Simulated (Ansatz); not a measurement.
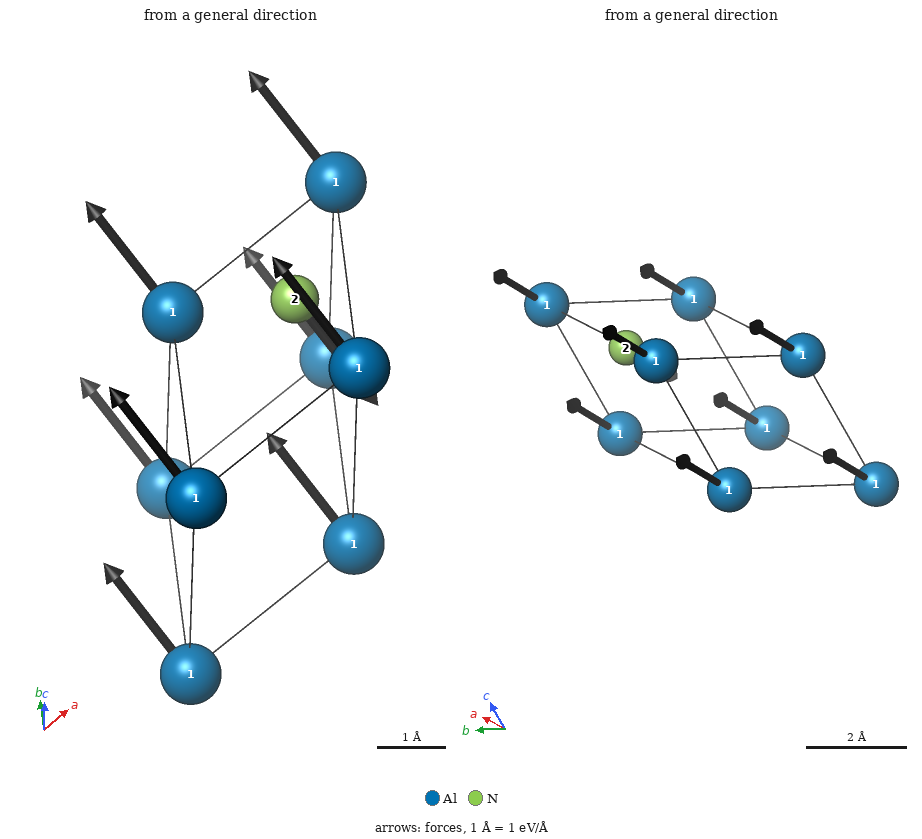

Spheres-only representation of a periodic structure, projected from two general directions. The lines enclose the simulation cell; boundary atoms appear with their images. The arrows are the computed forces on the atoms.

System: AlN. Theory: Ansatz, DFT r2SCAN, scalar-relativistic, plane waves, PAW. Numerical settings: an energy cutoff of 500 eV, 10×10×10 k-mesh, Gaussian smearing of 0.05 eV, no spin polarisation.

**Are the forces small enough to call this converged?**

No. The atoms still feel forces of up to about 1.7 eV/Å, far above a usual threshold of 0.01 to 0.03 eV/Å.

**Which atom carries the strongest force?**

Al1 and N2, about 1.7 eV/Å.

The model was built from a structure listed in the Materials Project. The cell was then strained or its atoms displaced on purpose. Ansatz was used for an electronic-structure calculation on it.
